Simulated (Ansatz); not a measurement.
Molecular dynamics of Mg9O8 (part 1 of 3)

Mg9O8 (defect cell, 17 atoms in the cell), computed with DFT LDA, scalar-relativistic, plane waves, PAW, PAW set soft_1, no spin polarisation (Ansatz 0.2.0).

The structure derives from an entry of the Crystallography Open Database. One setting was made poor on purpose. It belongs to a series of runs on one base structure; here: dynamics from the last frame of the run before.

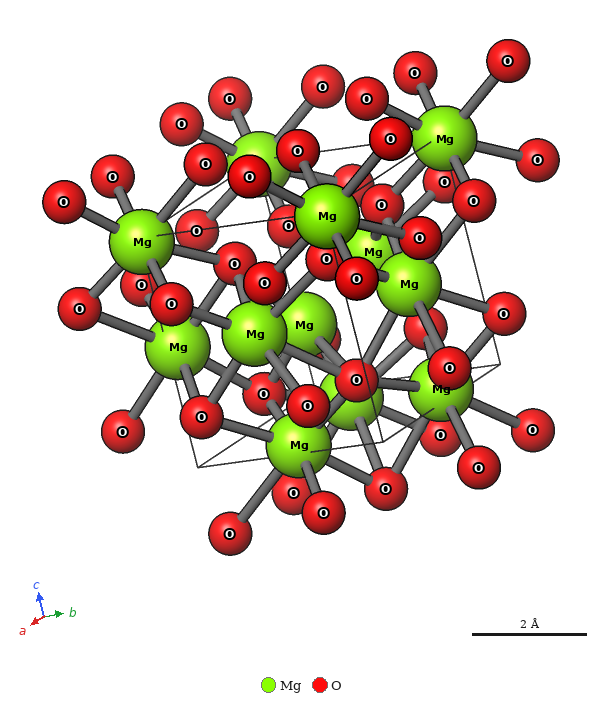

Figure 1. The starting structure (ball-and-stick view of the cell of the calculation, seen slightly off an axis; bonded neighbours outside the cell are drawn too).

Input file:
```yaml
accuracy: low
crystal:
  lattice:
    - [0.0, 4.011, 4.011]
    - [4.011, 0.0, 4.011]
    - [4.011, 4.011, 0.0]
  atoms:
    - { symbol: Mg, position: [-0.00390129, 0.00669476, -0.01831881] }
    - { symbol: O, position: [0.2185131, 0.2442826, 0.26668761] }
    - { symbol: Mg, position: [-0.04436721, 0.0241486, 0.50783875] }
    - { symbol: O, position: [0.20715282, 0.22983353, 0.75695809] }
    - { symbol: Mg, position: [-0.04365934, 0.52470182, 0.02456557] }
    - { symbol: O, position: [0.17289469, 0.78198141, 0.24021109] }
    - { symbol: Mg, position: [-0.01968194, 0.46053058, 0.52575165] }
    - { symbol: O, position: [0.22015856, 0.75366456, 0.79401523] }
    - { symbol: Mg, position: [0.45631336, -0.01664347, 0.04883537] }
    - { symbol: O, position: [0.75338922, 0.26915176, 0.2078959] }
    - { symbol: Mg, position: [0.47274898, -0.03236438, 0.51355269] }
    - { symbol: O, position: [0.72346161, 0.26844598, 0.76530282] }
    - { symbol: Mg, position: [0.44792975, 0.49568937, 0.06234779] }
    - { symbol: O, position: [0.77340627, 0.78275492, 0.21614663] }
    - { symbol: Mg, position: [0.6062471, 0.46357281, 0.43828332] }
    - { symbol: O, position: [0.74821774, 0.77340285, 0.73617121] }
    - { symbol: Mg, position: [0.19319723, 0.62201413, 0.59908795] }
basis:
  ecutwfc: 420.0
kpoints:
  mp_grid: { grid: [2, 2, 2] }
hamiltonian:
  xc: lda
  pseudopotentials: { kind: paw, azcp: { folder: soft_1 } }
scf:
  occupations: { method: fermi_dirac, width: 0.02 }
  lower_state_search: "off"
  max_iter: 77
md:
  timestep: 4
  n_steps: 200
  ensemble: nvt_nose_hoover
  temperature: 1680.0
  initial_velocities: maxwell_boltzmann
  seed: 157617
  nose_hoover: { tau: 200.0, chain_length: 3 }
```

Launched with:
```bash
ansatz run input.yaml --threads 1 --pin off --max-ram 3072MiB --backend cpu --events-out ev --progress --plain --runs-dir out
```

What the program printed:
```
Warning: md: disabling space-group detection — thermal motion breaks the input geometry's symmetry, so no spatial operation reduces the k-mesh or symmetrises the density; time reversal is kept, so that k and −k are solved as one point where they differ and the mesh holds both, and exact exchange and, on two spinor components, a DFT+U term hold to it where the run has them: on two components no moment then forms, and a state that bears one, which a typed moment (crystal.atoms[].spin; refused beside efield: under a hybrid functional) reaches, can lie lower, under hf by electronvolts; crystal.symmetry.detect: false (a key that needs symmetry detection or time reversal refuses this as the deck is read) with time_reversal: false beside it drops time reversal too
Warning: [file] the record states the generating functional pbe (its physics header spells it `PBE`), which answers neither for hamiltonian.xc's functional nor for the lda family's — results may be inconsistent (PPs are generated against a specific XC)
Warning: [file] the record states the generating functional pbe (its physics header spells it `PBE`), which answers neither for hamiltonian.xc's functional nor for the lda family's — results may be inconsistent (PPs are generated against a specific XC)
Engine: ansatz 0.2.0, aarch64-unknown-linux-gnu
Pseudopotentials: kind: paw
Pseudopotential: Mg, paw, valence charge 10, recommended cutoff 420 eV (normal), [file]
Pseudopotential: O, paw, valence charge 6, recommended cutoff 420 eV (normal), [file]
Functional definition: SPW92
  exchange = slater_x
  correlation = pw_c
Crystal: 17 atoms, lattice volume = 129.059 Å³
Basis set: ecut = 420 eV, 2565 PW (Γ)
Bands: 86, of which v1, the nominal top of the filled ones, is band 69 counted from 1 (68 counted from 0)
Symmetry: 1 space group operations
k-points: 8
Non-local potential: Mg, projectors of the file, l = 0: 3, l = 1: 2, l = 2: 1
Non-local potential: O, projectors of the file, l = 0: 2, l = 1: 2, l = 2: 1
PAW form: soft (Blöchl's): semilocal exchange-correlation on the pseudo side does not see the compensation charge
PAW frozen core: Mg, regenerated for the run's functional, and the local potential with it (the file was generated under x = pbe(κ = 0.804, μ = 0.2195149727645171), c = pbe(β = 0.06672455060314922))
PAW frozen core: O, regenerated for the run's functional, and the local potential with it (the file was generated under x = pbe(κ = 0.804, μ = 0.2195149727645171), c = pbe(β = 0.06672455060314922))
PAW one-centre angular grid: Mg, 110 points (default); XC on 64 Gauss nodes
PAW one-centre angular grid: O, 110 points (default); XC on 64 Gauss nodes
Initial density: superposition of atomic densities (chi_scale 0.1, normalization cell, long waves kept (reshape's long-wave potential 0.10 eV rms))
Initial wavefunctions: pseudopotential atomic-orbital guess
Functional: x = slater, c = lda
SCF iter   1: F=—  HF=-21563.101350 eV  |F-HF|=—  |Δ(HF+E_count)|=         —  Δρ=8.11e-2  dr2=1.05e1  ethr=3.10e-3  ⟨swp⟩=6.6  Hψ=2790  notcnv=0  defer=18
preconditioner: auto → Resta (q_TF=auto, 2.759 Å⁻¹)  ε∞=3.5  [insulator: Δε(μ)=1.484 eV  Ē_g=16.646 eV  σ=0.020 eV  W_gap=1.00  n_scr=58 (ndim 8)  ℏωp=26.6 eV  f_vac=0.000  D(μ)=0.00/eV (n_scr^D=0)  ε∞_Penn≈3.5]
SCF iter   2: F=—  HF=-21560.413213 eV  |F-HF|=—  |Δ(HF+E_count)|=    2.69e0  Δρ=3.99e-2  dr2=2.57e0  ethr=3.10e-3  ⟨swp⟩=3.0  Hψ=1307  notcnv=0  defer=84
SCF iter   3: F=—  HF=-21559.867989 eV  |F-HF|=—  |Δ(HF+E_count)|=   5.45e-1  Δρ=1.39e-2  dr2=1.98e-1  ethr=1.86e-3  ⟨swp⟩=3.2  Hψ=1114  notcnv=0  defer=82
SCF iter   4: F=—  HF=-21559.829056 eV  |F-HF|=—  |Δ(HF+E_count)|=   3.89e-2  Δρ=4.33e-3  dr2=1.88e-2  ethr=1.43e-4  ⟨swp⟩=3.2  Hψ=1110  notcnv=0  defer=78
SCF iter   5: F=—  HF=-21559.825937 eV  |F-HF|=—  |Δ(HF+E_count)|=   3.12e-3  Δρ=1.24e-3  dr2=2.31e-3  ethr=1.36e-5  ⟨swp⟩=2.0  Hψ=939  notcnv=0  defer=78
SCF iter   6: F=—  HF=-21559.825532 eV  |F-HF|=—  |Δ(HF+E_count)|=   4.05e-4  Δρ=4.87e-4  dr2=2.35e-4  ethr=1.67e-6  ⟨swp⟩=2.0  Hψ=1135  notcnv=0  defer=78
SCF iter   7: F=—  HF=-21559.825490 eV  |F-HF|=—  |Δ(HF+E_count)|=   4.17e-5  Δρ=1.91e-4  dr2=3.57e-5  ethr=1.71e-7  ⟨swp⟩=2.0  Hψ=869  notcnv=0  defer=78
SCF iter   8: F=—  HF=-21559.825480 eV  |F-HF|=—  |Δ(HF+E_count)|=   1.06e-5  Δρ=5.30e-5  dr2=2.59e-6  ethr=2.59e-8  ⟨swp⟩=2.0  Hψ=848  notcnv=0  defer=78
SCF iter   9: F=—  HF=-21559.825486 eV  |F-HF|=—  |Δ(HF+E_count)|=   5.70e-6  Δρ=1.99e-5  dr2=3.76e-7  ethr=1.88e-9  ⟨swp⟩=2.0  Hψ=884  notcnv=0  defer=78
SCF iter  10: F=-21559.825486 eV  HF=-21559.825486 eV  |F-HF|=5.15e-9  |Δ(HF+E_count)|=   7.19e-8  Δρ=4.20e-6  dr2=1.67e-8  ethr=1.23e-11  ⟨swp⟩=4.0  Hψ=2715  notcnv=0
SCF 1 converged in 10 iterations: F = -21559.825486 eV  dr2 = 1.67e-8
  greatest PAW one-centre occupation: 1.003 electrons in one spin orbital (limit 2), on the Mg atom at site 16 (counted from 0), in its partial waves of l = 1
md step     0: t =     0.00 fs  T =  1680.0 K  F+E_penalty+E_count = -21559.82548551 eV  E_kin = 3.474509 eV  conserved = -21556.35097674 eV  (10 SCF iters)
Initial density: handed on by an earlier stage of this run
Initial wavefunctions: those handed on with the density
iter 1 solved again at ethr=1.62e-4 eV; its pass at ethr=3.10e-3 eV (dr2=2.23e-1 eV) is discarded
SCF iter   1: F=—  HF=-21559.474314 eV  |F-HF|=—  |Δ(HF+E_count)|=         —  Δρ=1.50e-2  dr2=2.24e-1  ethr=1.62e-4  ⟨swp⟩=3.0  Hψ=3464  notcnv=0
preconditioner: auto → Resta (q_TF=auto, 2.759 Å⁻¹)  ε∞=3.5  [insulator: Δε(μ)=0.252 eV  Ē_g=16.642 eV  σ=0.020 eV  W_gap=1.00  n_scr=58 (ndim 8)  ℏωp=26.6 eV  f_vac=0.000  D(μ)=0.05/eV (n_scr^D=0)  ε∞_Penn≈3.5]
SCF iter   2: F=—  HF=-21559.418193 eV  |F-HF|=—  |Δ(HF+E_count)|=   5.61e-2  Δρ=6.94e-3  dr2=3.86e-2  ethr=1.62e-4  ⟨swp⟩=3.2  Hψ=1036  notcnv=0
SCF iter   3: F=—  HF=-21559.407253 eV  |F-HF|=—  |Δ(HF+E_count)|=   1.09e-2  Δρ=2.82e-3  dr2=8.07e-3  ethr=2.80e-5  ⟨swp⟩=2.1  Hψ=1040  notcnv=0  defer=7
SCF iter   4: F=—  HF=-21559.405154 eV  |F-HF|=—  |Δ(HF+E_count)|=   2.10e-3  Δρ=4.94e-4  dr2=1.85e-4  ethr=5.85e-6  ⟨swp⟩=2.2  Hψ=1021  notcnv=0  defer=7
SCF iter   5: F=—  HF=-21559.405138 eV  |F-HF|=—  |Δ(HF+E_count)|=   1.56e-5  Δρ=2.01e-4  dr2=3.35e-5  ethr=1.34e-7  ⟨swp⟩=2.0  Hψ=1033  notcnv=0  defer=7
SCF iter   6: F=—  HF=-21559.405141 eV  |F-HF|=—  |Δ(HF+E_count)|=   3.00e-6  Δρ=4.61e-5  dr2=1.53e-6  ethr=2.43e-8  ⟨swp⟩=2.0  Hψ=924  notcnv=0  defer=7
SCF iter   7: F=—  HF=-21559.405141 eV  |F-HF|=—  |Δ(HF+E_count)|=   1.71e-7  Δρ=1.23e-5  dr2=1.40e-7  ethr=1.11e-9  ⟨swp⟩=2.0  Hψ=931  notcnv=0  defer=7
SCF iter   8: F=—  HF=-21559.405141 eV  |F-HF|=—  |Δ(HF+E_count)|=   1.08e-8  Δρ=4.93e-6  dr2=2.49e-8  ethr=1.23e-11  ⟨swp⟩=4.4  Hψ=2395  notcnv=0
SCF iter   9: F=-21559.405141 eV  HF=-21559.405141 eV  |F-HF|=1.21e-9  |Δ(HF+E_count)|=   5.49e-9  Δρ=1.38e-6  dr2=2.02e-9  ethr=1.23e-11  ⟨swp⟩=4.0  Hψ=2088  notcnv=0
SCF 2 converged in 9 iterations: F = -21559.405141 eV  dr2 = 2.02e-9
  greatest PAW one-centre occupation: 1.004 electrons in one spin orbital (limit 2), on the Mg atom at site 16 (counted from 0), in its partial waves of l = 1
md step     1: t =     4.00 fs  T =  1494.3 K  F+E_penalty+E_count = -21559.40514076 eV  E_kin = 3.090529 eV  conserved = -21556.31464606 eV  (9 SCF iters)
[... from here on the SCF iterations and repeated set-up lines of each step are left out, up to the last step ...]
md step     2: t =     8.00 fs  T =  1373.3 K  F+E_penalty+E_count = -21559.14846295 eV  E_kin = 2.840101 eV  conserved = -21556.30867571 eV  (9 SCF iters)
md step     3: t =    12.00 fs  T =  1378.4 K  F+E_penalty+E_count = -21559.17895516 eV  E_kin = 2.850677 eV  conserved = -21556.32925948 eV  (10 SCF iters)
md step     4: t =    16.00 fs  T =  1390.7 K  F+E_penalty+E_count = -21559.21897508 eV  E_kin = 2.876151 eV  conserved = -21556.34488781 eV  (9 SCF iters)
md step     5: t =    20.00 fs  T =  1305.1 K  F+E_penalty+E_count = -21559.04001530 eV  E_kin = 2.699091 eV  conserved = -21556.34443996 eV  (8 SCF iters)
md step     6: t =    24.00 fs  T =  1131.3 K  F+E_penalty+E_count = -21558.66213220 eV  E_kin = 2.339635 eV  conserved = -21556.32778503 eV  (9 SCF iters)
md step     7: t =    28.00 fs  T =   995.5 K  F+E_penalty+E_count = -21558.35634970 eV  E_kin = 2.058945 eV  conserved = -21556.30481150 eV  (8 SCF iters)
md step     8: t =    32.00 fs  T =  1049.9 K  F+E_penalty+E_count = -21558.46106509 eV  E_kin = 2.171385 eV  conserved = -21556.29981162 eV  (7 SCF iters)
md step     9: t =    36.00 fs  T =  1303.5 K  F+E_penalty+E_count = -21559.01196508 eV  E_kin = 2.695888 eV  conserved = -21556.33006715 eV  (8 SCF iters)
md step    10: t =    40.00 fs  T =  1558.6 K  F+E_penalty+E_count = -21559.55931245 eV  E_kin = 3.223420 eV  conserved = -21556.35511183 eV  (9 SCF iters)
md step    11: t =    44.00 fs  T =  1646.1 K  F+E_penalty+E_count = -21559.72526679 eV  E_kin = 3.404428 eV  conserved = -21556.34615412 eV  (7 SCF iters)
md step    12: t =    48.00 fs  T =  1636.1 K  F+E_penalty+E_count = -21559.66739325 eV  E_kin = 3.383723 eV  conserved = -21556.31532904 eV  (8 SCF iters)
md step    13: t =    52.00 fs  T =  1678.2 K  F+E_penalty+E_count = -21559.76876935 eV  E_kin = 3.470824 eV  conserved = -21556.33610114 eV  (7 SCF iters)
md step    14: t =    56.00 fs  T =  1687.6 K  F+E_penalty+E_count = -21559.79715110 eV  E_kin = 3.490167 eV  conserved = -21556.35178100 eV  (7 SCF iters)
md step    15: t =    60.00 fs  T =  1574.9 K  F+E_penalty+E_count = -21559.54291093 eV  E_kin = 3.257180 eV  conserved = -21556.33701246 eV  (8 SCF iters)
md step    16: t =    64.00 fs  T =  1401.5 K  F+E_penalty+E_count = -21559.17861663 eV  E_kin = 2.898575 eV  conserved = -21556.33743489 eV  (7 SCF iters)
md step    17: t =    68.00 fs  T =  1227.8 K  F+E_penalty+E_count = -21558.78684891 eV  E_kin = 2.539290 eV  conserved = -21556.31074253 eV  (7 SCF iters)
md step    18: t =    72.00 fs  T =  1170.0 K  F+E_penalty+E_count = -21558.66539650 eV  E_kin = 2.419737 eV  conserved = -21556.31468108 eV  (8 SCF iters)
md step    19: t =    76.00 fs  T =  1214.2 K  F+E_penalty+E_count = -21558.76721710 eV  E_kin = 2.511085 eV  conserved = -21556.33159154 eV  (7 SCF iters)
md step    20: t =    80.00 fs  T =  1262.0 K  F+E_penalty+E_count = -21558.84756761 eV  E_kin = 2.610085 eV  conserved = -21556.32024718 eV  (9 SCF iters)
md step    21: t =    84.00 fs  T =  1333.9 K  F+E_penalty+E_count = -21558.99078412 eV  E_kin = 2.758735 eV  conserved = -21556.32306491 eV  (8 SCF iters)
md step    22: t =    88.00 fs  T =  1392.1 K  F+E_penalty+E_count = -21559.12622145 eV  E_kin = 2.879056 eV  conserved = -21556.34738455 eV  (7 SCF iters)
md step    23: t =    92.00 fs  T =  1328.4 K  F+E_penalty+E_count = -21558.97519287 eV  E_kin = 2.747327 eV  conserved = -21556.33774832 eV  (7 SCF iters)
md step    24: t =    96.00 fs  T =  1207.8 K  F+E_penalty+E_count = -21558.69108299 eV  E_kin = 2.497836 eV  conserved = -21556.31266426 eV  (7 SCF iters)
md step    25: t =   100.00 fs  T =  1186.0 K  F+E_penalty+E_count = -21558.63248519 eV  E_kin = 2.452899 eV  conserved = -21556.30863345 eV  (7 SCF iters)
md step    26: t =   104.00 fs  T =  1273.3 K  F+E_penalty+E_count = -21558.82207089 eV  E_kin = 2.633313 eV  conserved = -21556.32838378 eV  (8 SCF iters)
md step    27: t =   108.00 fs  T =  1336.4 K  F+E_penalty+E_count = -21558.94800768 eV  E_kin = 2.763908 eV  conserved = -21556.33558699 eV  (9 SCF iters)
md step    28: t =   112.00 fs  T =  1323.7 K  F+E_penalty+E_count = -21558.88693492 eV  E_kin = 2.737626 eV  conserved = -21556.31346754 eV  (8 SCF iters)
md step    29: t =   116.00 fs  T =  1364.9 K  F+E_penalty+E_count = -21558.94192009 eV  E_kin = 2.822921 eV  conserved = -21556.29656329 eV  (10 SCF iters)
md step    30: t =   120.00 fs  T =  1571.9 K  F+E_penalty+E_count = -21559.35814233 eV  E_kin = 3.250891 eV  conserved = -21556.30004549 eV  (11 SCF iters)
md step    31: t =   124.00 fs  T =  1868.0 K  F+E_penalty+E_count = -21559.99211986 eV  E_kin = 3.863240 eV  conserved = -21556.33986007 eV  (9 SCF iters)
md step    32: t =   128.00 fs  T =  2009.4 K  F+E_penalty+E_count = -21560.27508668 eV  E_kin = 4.155715 eV  conserved = -21556.35074658 eV  (10 SCF iters)
md step    33: t =   132.00 fs  T =  1894.8 K  F+E_penalty+E_count = -21559.99254141 eV  E_kin = 3.918817 eV  conserved = -21556.32529419 eV  (7 SCF iters)
md step    34: t =   136.00 fs  T =  1664.9 K  F+E_penalty+E_count = -21559.47714452 eV  E_kin = 3.443199 eV  conserved = -21556.30378059 eV  (8 SCF iters)
md step    35: t =   140.00 fs  T =  1498.3 K  F+E_penalty+E_count = -21559.09848945 eV  E_kin = 3.098751 eV  conserved = -21556.28599817 eV  (9 SCF iters)
```
